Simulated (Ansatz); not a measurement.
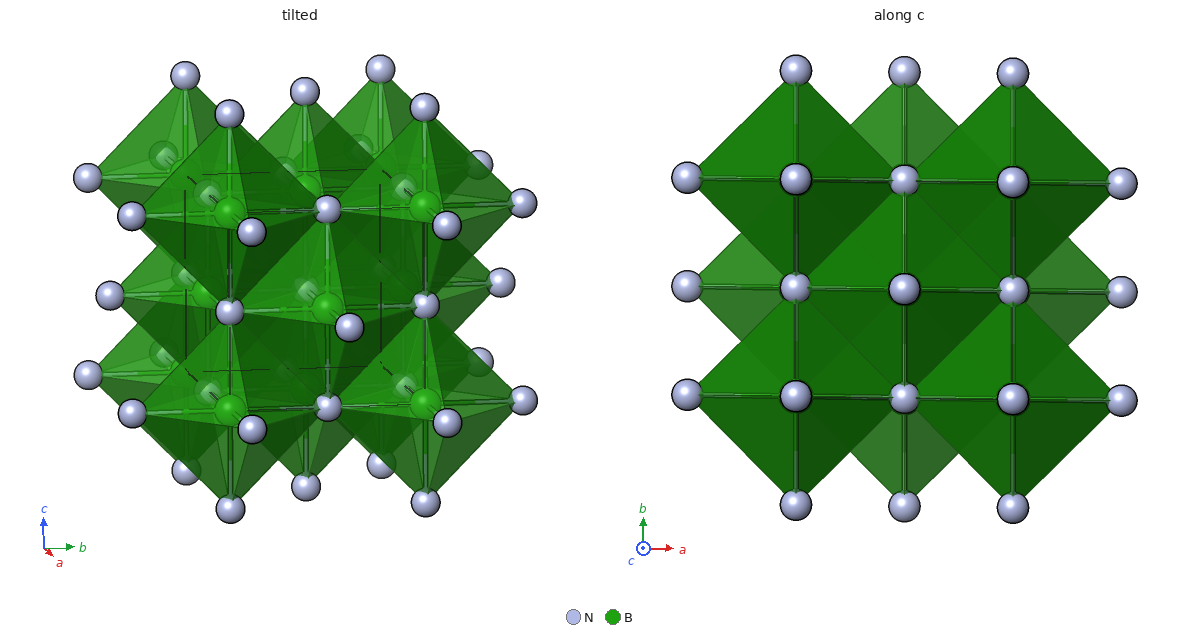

Shown here is a polyhedral view of the crystal, taken slightly off an axis and along the c axis. One drawn cell (a repeat of the simulation cell) is outlined, and atoms on its boundary appear in each equivalent place. Some neighbours outside the box are added.

BN, a = 3.47 Å, b = 3.47 Å, c = 3.47 Å, α = 90.77°, β = 90.77°, γ = 90.77°.

Method used: G0W0 on PBE, plane waves, PAW (Ansatz). It ran with a plane-wave cutoff of 420 eV, k-points about 0.39 Å⁻¹ apart, no spin polarisation.

Question: What does the calculation say: metal or gapped?

Answer: A semiconductor at this level, with a gap of 1.38 eV, indirect; the smallest direct gap is 5.76 eV.

The initial geometry was a structure type filled with these elements by a generator (whether the compound takes this form wasn't checked). Earlier steps of the study may have refined or changed the cell and positions. A calculation with Ansatz used it as input.
